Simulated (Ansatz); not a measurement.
Geometry relaxation of Si$_{13}$C$_{12}$ (part 3 of 3)

Si$_{13}$C$_{12}$ (slab, 25 atoms in the cell); DFT PBE, scalar-relativistic, plane waves, PAW, PAW set soft_1, spin-polarised (Ansatz 0.2.0); cutoff 420 eV, 6×6×1 k-mesh, Gaussian smearing of 0.05 eV, collinear spins. The structure derives from an entry of the Crystallography Open Database. The input holds or restrains some coordinates.

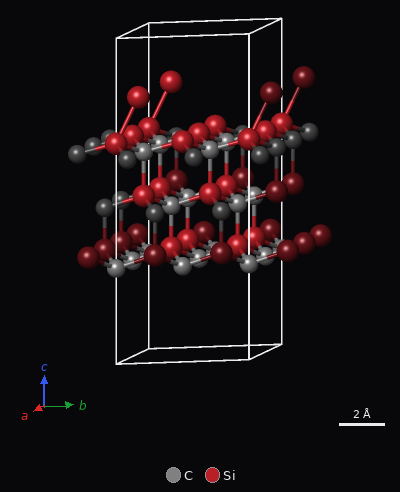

Figure 1. The geometry at step 2 of the log (ball-and-stick view of the cell of the calculation, with the vacuum cut short, seen slightly off an axis; neighbours outside the cell are drawn fainter).

## Output, continued
```
  k-point 2 ↑: bands = ["-15.1672", "-13.8886", "-13.8392", "-12.7215", "-12.6833", "-12.6399", "-11.9422", "-11.7892", "-11.7745", "-10.7736", "-10.0110", "-9.9690", "-8.4391", "-8.1881", "-7.8172", "-7.5986", "-7.4906", "-7.3960", "-6.7661", "-6.2206", "-6.1849", "-5.9109", "-5.4231", "-5.1545", "-5.1035", "-4.5343", "-4.3582", "-4.3347", "-4.2539", "-4.1973", "-3.9634", "-3.4743", "-3.4080", "-3.1840", "-3.1263", "-3.0956", "-2.9175", "-2.5467", "-2.5230", "-2.2875", "-2.2526", "-1.7959", "-1.4912", "-0.8797", "-0.8547", "-0.4984", "-0.4241", "-0.3302", "-0.2560", "-0.1255", "0.1600", "0.8528", "1.4415", "1.9438", "2.4459", "2.7766", "3.4704", "3.8868", "4.0887", "4.3069", "4.5777", "4.8504", "4.9751", "5.1960", "5.3540", "5.4477", "5.7997", "5.8725", "6.1194", "6.2661", "6.3664", "6.5811", "6.7431", "6.8160", "6.9374", "7.0049"]
  k-point 19 ↓: bands = ["-14.6070", "-14.5838", "-13.3149", "-13.2761", "-12.7608", "-12.7462", "-11.7634", "-11.7370", "-11.0437", "-11.0314", "-9.4412", "-9.4365", "-8.1002", "-7.8615", "-7.5263", "-7.4196", "-7.4083", "-6.9624", "-6.0615", "-5.9221", "-5.7523", "-5.6123", "-5.5750", "-5.4597", "-5.3151", "-4.6233", "-4.6056", "-4.5773", "-4.4702", "-4.2349", "-4.0769", "-3.7856", "-3.3649", "-3.1720", "-3.1662", "-3.0292", "-3.0004", "-2.4279", "-2.3654", "-2.2911", "-2.2413", "-2.1669", "-2.1562", "-0.8207", "-0.2044", "-0.1914", "0.0883", "0.1485", "0.5886", "0.9410", "0.9714", "1.2407", "1.2933", "1.8671", "2.5330", "3.3003", "3.4424", "3.9008", "4.1048", "4.3683", "4.6322", "4.7534", "4.8454", "5.2795", "5.3848", "5.8867", "5.9102", "6.1305", "6.2302", "6.3111", "6.5000", "6.5810", "6.8729", "7.1352", "7.2869", "7.4108"]
--- Relaxed structure (3 steps of the walk, 3 accepted, 0 SCFs on fresh bases) ---
  F+E_penalty+E_count = -11266.22992938 eV   max|allowed force component| = 1.687e-4 eV/Å
  atoms:
    - { symbol: C, position: [0.0, 0.0, 0.1894517333] }
    - { symbol: C, position: [5.551115123125783e-17, 0.49999999999999994, 0.1894517333] }
    - { symbol: C, position: [0.5, 0.0, 0.1894517333] }
    - { symbol: C, position: [0.5, 0.49999999999999994, 0.1894517333] }
    - { symbol: Si, position: [0.1666666667, 0.3333333333, 0.2193907527] }
    - { symbol: Si, position: [0.16666666670000002, 0.8333333332999999, 0.2193907527] }
    - { symbol: Si, position: [0.6666666667, 0.3333333333, 0.2193907527] }
    - { symbol: Si, position: [0.6666666667000001, 0.8333333332999999, 0.2193907527] }
    - { symbol: C, position: [0.1666666667, 0.3333333333, 0.309207811] }
    - { symbol: C, position: [0.16666666670000002, 0.8333333332999999, 0.309207811] }
    - { symbol: C, position: [0.6666666667, 0.3333333333, 0.309207811] }
    - { symbol: C, position: [0.6666666667000001, 0.8333333332999999, 0.309207811] }
    - { symbol: Si, position: [0.3333333333, 0.1666666667, 0.3368741971] }
    - { symbol: Si, position: [0.3333333333, 0.6666666667, 0.3368741971] }
    - { symbol: Si, position: [0.8333333332999999, 0.1666666667, 0.3368741971] }
    - { symbol: Si, position: [0.8333333332999999, 0.6666666667, 0.3368741971] }
    - { symbol: C, position: [0.3333333333, 0.1666666667, 0.4307637247000001] }
    - { symbol: C, position: [0.3333333333, 0.6666666667, 0.4307637247000001] }
    - { symbol: C, position: [0.8333333332999999, 0.1666666667, 0.4307637247000001] }
    - { symbol: C, position: [0.8333333332999999, 0.6666666667, 0.4307637247000001] }
    - { symbol: Si, position: [0.0, 0.0, 0.4553262669] }
    - { symbol: Si, position: [5.551115123125783e-17, 0.49999999999999994, 0.4553262669] }
    - { symbol: Si, position: [0.5, 0.0, 0.4553262669] }
    - { symbol: Si, position: [0.5, 0.49999999999999994, 0.4553262669] }
    - { symbol: Si, position: [1.3877787807814457e-17, 0.1666666667, 0.5526279830455088] }
--- Löwdin populations: 25 sites ---
  site symbol       q [e]    m [muB]
     0      C      4.6440     0.7827
     1      C      4.6479     0.7686
     2      C      4.6420     0.7799
     3      C      4.6581     0.7199
     4     Si      3.0519    -0.0366
     5     Si      3.0487    -0.0367
     6     Si      3.0514    -0.0358
     7     Si      3.0504    -0.0351
     8      C      4.9183     0.0771
     9      C      4.9166     0.0698
    10      C      4.9149     0.0861
    11      C      4.9155     0.0762
    12     Si      3.0080    -0.0151
    13     Si      3.0054    -0.0132
    14     Si      3.0069    -0.0395
    15     Si      2.9981    -0.0117
    16      C      4.8799     0.0028
    17      C      4.8784     0.0055
    18      C      4.8541    -0.0584
    19      C      4.8869    -0.0024
    20     Si      3.2140    -0.0140
    21     Si      3.1953    -0.2003
    22     Si      3.2585    -0.2641
    23     Si      3.1862    -0.5153
    24     Si      4.0147    -0.0909
  spilling = 0.011541 (of n_electrons = 100.000000)
```

## File populations.tsv
```
# site	symbol	l	j	q_up	q_dn
# orbitals = lowdin
# n_electrons = 100.000000
# spilling = 0.011541
0	C	0_2S	-	0.668856	0.588704
0	C	1_2P	-	2.044489	1.341908
1	C	0_2S	-	0.668398	0.589541
1	C	1_2P	-	2.039830	1.350083
2	C	0_2S	-	0.669009	0.588526
2	C	1_2P	-	2.041938	1.342484
3	C	0_2S	-	0.667384	0.593331
3	C	1_2P	-	2.021610	1.375790
4	Si	0_3S	-	0.478670	0.489481
4	Si	1_3P	-	1.028964	1.054744
5	Si	0_3S	-	0.478541	0.489133
5	Si	1_3P	-	1.027460	1.053576
6	Si	0_3S	-	0.478877	0.489688
6	Si	1_3P	-	1.028917	1.053923
7	Si	0_3S	-	0.478829	0.489399
7	Si	1_3P	-	1.028789	1.053369
8	C	0_2S	-	0.588731	0.580718
8	C	1_2P	-	1.908999	1.839877
9	C	0_2S	-	0.586175	0.580926
9	C	1_2P	-	1.906987	1.842467
10	C	0_2S	-	0.586547	0.577029
10	C	1_2P	-	1.913965	1.837377
11	C	0_2S	-	0.587490	0.579008
11	C	1_2P	-	1.908373	1.840623
12	Si	0_3S	-	0.485181	0.489670
12	Si	1_3P	-	1.011246	1.021887
13	Si	0_3S	-	0.485610	0.489374
13	Si	1_3P	-	1.010488	1.019947
14	Si	0_3S	-	0.482956	0.492589
14	Si	1_3P	-	1.000756	1.030599
15	Si	0_3S	-	0.484630	0.488396
15	Si	1_3P	-	1.008586	1.016493
16	C	0_2S	-	0.580261	0.580837
16	C	1_2P	-	1.861091	1.857683
17	C	0_2S	-	0.577589	0.578447
17	C	1_2P	-	1.864406	1.858000
18	C	0_2S	-	0.575969	0.589923
18	C	1_2P	-	1.821857	1.866322
19	C	0_2S	-	0.579944	0.579265
19	C	1_2P	-	1.862294	1.865399
20	Si	0_3S	-	0.492908	0.494348
20	Si	1_3P	-	1.107054	1.119644
21	Si	0_3S	-	0.500679	0.531669
21	Si	1_3P	-	0.996839	1.166125
22	Si	0_3S	-	0.505721	0.549400
22	Si	1_3P	-	0.991464	1.211897
23	Si	0_3S	-	0.484518	0.569808
23	Si	1_3P	-	0.850907	1.280929
24	Si	0_3S	-	0.868474	0.874493
24	Si	1_3P	-	1.093465	1.178316
```

## Trajectory as extended XYZ (Å, eV, eV/Å), 3 frames, from step=1 to step=3
```
25
Lattice="6.1935 0.0000 0.0000 -3.0967 5.3637 0.0000 0.0000 0.0000 21.1136" Properties=species:S:1:pos:R:3:forces:R:3 step=1 energy=-11266.22805
C     0.0000    0.0000    4.0000    0.0140  -0.0028   2.6039
C    -1.5484    2.6819    4.0000    0.0070   0.0196   2.5928
C     3.0967    0.0000    4.0000   -0.0151  -0.0130   2.6503
C     1.5484    2.6819    4.0000    0.0062  -0.0019   2.5576
Si    0.0000    1.7879    4.6321    0.0502   0.0460  -3.4137
Si   -1.5484    4.4698    4.6321   -0.0262  -0.0333  -3.4487
Si    3.0967    1.7879    4.6321   -0.0330   0.0749  -3.4105
Si    1.5484    4.4698    4.6321    0.0329  -0.0850  -3.4372
C     0.0000    1.7879    6.5285   -0.0492  -0.0585   0.6645
C    -1.5484    4.4698    6.5285   -0.0452   0.0022   0.5601
C     3.0967    1.7879    6.5285    0.0561   0.0144   0.6466
C     1.5484    4.4698    6.5285    0.0526   0.0535   0.6755
Si    1.5484    0.8940    7.1126    0.2335   0.0232   0.5413
Si    0.0000    3.5758    7.1126    0.0141   0.0919   0.5818
Si    4.6451    0.8940    7.1126   -0.1147   0.0148   0.3639
Si    3.0967    3.5758    7.1126    0.0172  -0.1427   0.2910
C     1.5484    0.8940    9.0950    0.4108  -0.0335  -1.3652
C     0.0000    3.5758    9.0950   -0.0086   0.2007  -1.1072
C     4.6451    0.8940    9.0950   -0.5068   0.0172  -1.7559
C     3.0967    3.5758    9.0950    0.0293  -0.1426  -0.4515
Si    0.0000    0.0000    9.6136    0.2554   0.2906   1.0416
Si   -1.5484    2.6819    9.6136    0.9683  -0.7965   1.3135
Si    3.0967    0.0000    9.6136    0.5085   0.0581   0.6466
Si    1.5484    2.6819    9.6136   -0.6601  -0.3053   0.8447
Si   -0.5161    0.8940   11.6880   -1.1974   0.7082  -0.1855
25
Lattice="6.1935 0.0000 0.0000 -3.0967 5.3637 0.0000 0.0000 0.0000 21.1136" Properties=species:S:1:pos:R:3:forces:R:3 step=2 energy=-11266.22988
C     0.0000    0.0000    4.0000    0.0139  -0.0034   2.6040
C    -1.5484    2.6819    4.0000    0.0066   0.0198   2.5928
C     3.0967    0.0000    4.0000   -0.0149  -0.0129   2.6503
C     1.5484    2.6819    4.0000    0.0070  -0.0016   2.5560
Si    0.0000    1.7879    4.6321    0.0526   0.0473  -3.4139
Si   -1.5484    4.4698    4.6321   -0.0265  -0.0333  -3.4510
Si    3.0967    1.7879    4.6321   -0.0348   0.0762  -3.4135
Si    1.5484    4.4698    4.6321    0.0330  -0.0874  -3.4392
C     0.0000    1.7879    6.5285   -0.0501  -0.0593   0.6673
C    -1.5484    4.4698    6.5285   -0.0457   0.0026   0.5622
C     3.0967    1.7879    6.5285    0.0575   0.0139   0.6547
C     1.5484    4.4698    6.5285    0.0526   0.0555   0.6814
Si    1.5484    0.8940    7.1126    0.2335   0.0234   0.5372
Si    0.0000    3.5758    7.1126    0.0145   0.0905   0.5797
Si    4.6451    0.8940    7.1126   -0.1089   0.0147   0.3555
Si    3.0967    3.5758    7.1126    0.0171  -0.1432   0.2849
C     1.5484    0.8940    9.0950    0.4155  -0.0347  -1.3696
C     0.0000    3.5758    9.0950   -0.0090   0.1995  -1.1073
C     4.6451    0.8940    9.0950   -0.5107   0.0194  -1.7628
C     3.0967    3.5758    9.0950    0.0300  -0.1433  -0.4429
Si    0.0000    0.0000    9.6136    0.2972   0.2324   0.9072
Si   -1.5484    2.6819    9.6136    0.9741  -0.7897   1.3024
Si    3.0967    0.0000    9.6136    0.5111   0.0554   0.6528
Si    1.5484    2.6819    9.6136   -0.6668  -0.3052   0.8433
Si   -0.5161    0.8940   11.6712   -1.2483   0.7633  -0.0311
25
Lattice="6.1935 0.0000 0.0000 -3.0967 5.3637 0.0000 0.0000 0.0000 21.1136" Properties=species:S:1:pos:R:3:forces:R:3 step=3 energy=-11266.22993
C     0.0000    0.0000    4.0000    0.0138  -0.0035   2.6040
C    -1.5484    2.6819    4.0000    0.0065   0.0198   2.5928
C     3.0967    0.0000    4.0000   -0.0149  -0.0129   2.6503
C     1.5484    2.6819    4.0000    0.0072  -0.0015   2.5557
Si    0.0000    1.7879    4.6321    0.0530   0.0476  -3.4139
Si   -1.5484    4.4698    4.6321   -0.0266  -0.0333  -3.4516
Si    3.0967    1.7879    4.6321   -0.0351   0.0764  -3.4142
Si    1.5484    4.4698    4.6321    0.0331  -0.0878  -3.4396
C     0.0000    1.7879    6.5285   -0.0503  -0.0594   0.6679
C    -1.5484    4.4698    6.5285   -0.0458   0.0027   0.5627
C     3.0967    1.7879    6.5285    0.0577   0.0138   0.6564
C     1.5484    4.4698    6.5285    0.0525   0.0558   0.6826
Si    1.5484    0.8940    7.1126    0.2335   0.0234   0.5363
Si    0.0000    3.5758    7.1126    0.0146   0.0902   0.5792
Si    4.6451    0.8940    7.1126   -0.1078   0.0147   0.3537
Si    3.0967    3.5758    7.1126    0.0171  -0.1432   0.2836
C     1.5484    0.8940    9.0950    0.4165  -0.0348  -1.3704
C     0.0000    3.5758    9.0950   -0.0091   0.1992  -1.1073
C     4.6451    0.8940    9.0950   -0.5116   0.0198  -1.7640
C     3.0967    3.5758    9.0950    0.0301  -0.1435  -0.4411
Si    0.0000    0.0000    9.6136    0.3056   0.2205   0.8802
Si   -1.5484    2.6819    9.6136    0.9753  -0.7883   1.3001
Si    3.0967    0.0000    9.6136    0.5116   0.0549   0.6541
Si    1.5484    2.6819    9.6136   -0.6681  -0.3051   0.8429
Si   -0.5161    0.8940   11.6679   -1.2588   0.7745  -0.0002
```

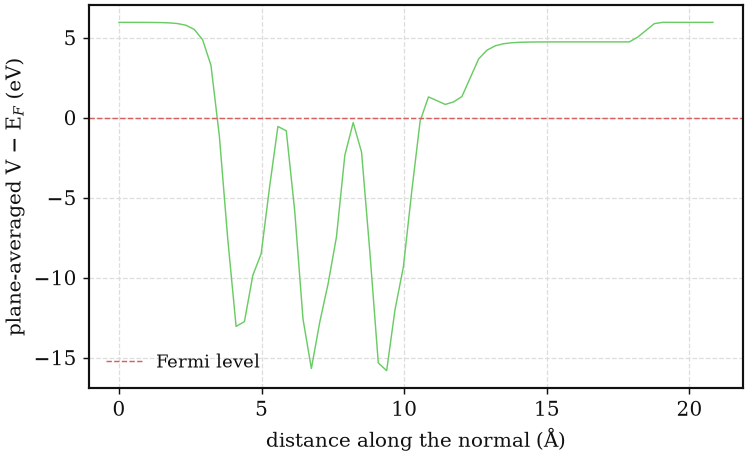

Figure 2. Plane average of the electrostatic potential energy of an electron across the cell, from the Fermi level. The vacuum level lies 4.74 eV above the Fermi level on the upper side and 5.96 eV on the lower.

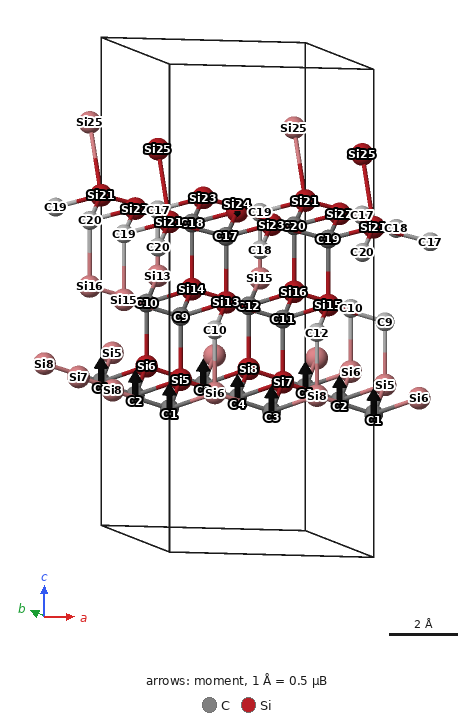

Figure 3. Magnetic moments of the sites as black arrows (ball-and-stick view of the cell of the calculation, with the vacuum cut short, seen slightly off an axis; neighbours outside the cell are drawn fainter; atoms are numbered from 1 in the order of the input); small moments hardly show. The run is collinear, so the axis drawn is arbitrary. Site moments: C1, C3 (0.40 μB); C2 (0.39 μB); C4 (0.37 μB); Si24 (−0.09 μB); C11 (0.05 μB). They are counted near the atoms and needn't add up to the moment of the cell.

The run was set up as follows.

## Input file
```yaml
crystal:
  lattice:
    - [6.1934779671, 0.0, 0.0]
    - [-3.0967389835, 5.3637092573, 0.0]
    - [0.0, 0.0, 21.1135571647]
  atoms:
    - { symbol: C, position: [0.0, 0.0, 0.1894517333] }
    - { symbol: C, position: [0.0, 0.5, 0.1894517333] }
    - { symbol: C, position: [0.5, 0.0, 0.1894517333] }
    - { symbol: C, position: [0.5, 0.5, 0.1894517333] }
    - { symbol: Si, position: [0.1666666667, 0.3333333333, 0.2193907527] }
    - { symbol: Si, position: [0.1666666667, 0.8333333333, 0.2193907527] }
    - { symbol: Si, position: [0.6666666667, 0.3333333333, 0.2193907527] }
    - { symbol: Si, position: [0.6666666667, 0.8333333333, 0.2193907527] }
    - { symbol: C, position: [0.1666666667, 0.3333333333, 0.309207811] }
    - { symbol: C, position: [0.1666666667, 0.8333333333, 0.309207811] }
    - { symbol: C, position: [0.6666666667, 0.3333333333, 0.309207811] }
    - { symbol: C, position: [0.6666666667, 0.8333333333, 0.309207811] }
    - { symbol: Si, position: [0.3333333333, 0.1666666667, 0.3368741971] }
    - { symbol: Si, position: [0.3333333333, 0.6666666667, 0.3368741971] }
    - { symbol: Si, position: [0.8333333333, 0.1666666667, 0.3368741971] }
    - { symbol: Si, position: [0.8333333333, 0.6666666667, 0.3368741971] }
    - { symbol: C, position: [0.3333333333, 0.1666666667, 0.4307637247] }
    - { symbol: C, position: [0.3333333333, 0.6666666667, 0.4307637247] }
    - { symbol: C, position: [0.8333333333, 0.1666666667, 0.4307637247] }
    - { symbol: C, position: [0.8333333333, 0.6666666667, 0.4307637247] }
    - { symbol: Si, position: [0.0, 0.0, 0.4553262669] }
    - { symbol: Si, position: [0.0, 0.5, 0.4553262669] }
    - { symbol: Si, position: [0.5, 0.0, 0.4553262669] }
    - { symbol: Si, position: [0.5, 0.5, 0.4553262669] }
    - { symbol: Si, position: [0.0, 0.1666666667, 0.5535767845], spin: 2.0 }
basis:
  ecutwfc: 420
kpoints:
  mp_grid: { grid: [6, 6, 1] }
hamiltonian:
  xc: pbe
  pseudopotentials: { kind: paw, azcp: { folder: soft_1 } }
scf:
  occupations: { method: gaussian, width: 0.05 }
output:
  forces: true
  eigenvalues: true
  populations: true
magnetization:
  spin_polarized: true
relax:
  adjacent_minimum: "off"
  f_tol: 0.025
  max_steps: 16
  constraints:
    - { sites: [0, 1, 2, 3, 4, 5, 6, 7, 8, 9, 10, 11, 12, 13, 14, 15, 16, 17, 18, 19, 20, 21, 22, 23] }
    - { sites: [24], fix: xy }
efield:
  axis: 3
  dipole_correction: true
  ramp_width: 0.04
```

Command:
```bash
ansatz run input.yaml --threads 4 --pin off --max-ram 12288MiB --backend cpu --events-out ev --progress --plain --runs-dir out
```

## Summary

| quantity | value |
| --- | --- |
| outcome | converged under the restraints of the input |
| electrons treated | 100 |
| free energy | −11266.2299 eV |
| work function, top face | 4.74 eV |
| work function, bottom face | 5.96 eV |
| Fermi energy | 0.699 eV |
| gap on the k-point mesh | none (metallic) |
| net moment of the cell | 2.04 μB |
| integrated absolute moment | 4.97 μB |
| final volume | 701.39 Å³ |
| work function (upper face) | 4.74 eV |
| largest force (length of the vector) at the end, held atoms and coordinates included | 3.452 eV/Å |
| hardware | 4 threads of Arm Neoverse N1, 98 GiB of memory available, shared host |
| wall time | 6.8 min (CPU time 26 min) |
| peak memory | 2.4 GiB |
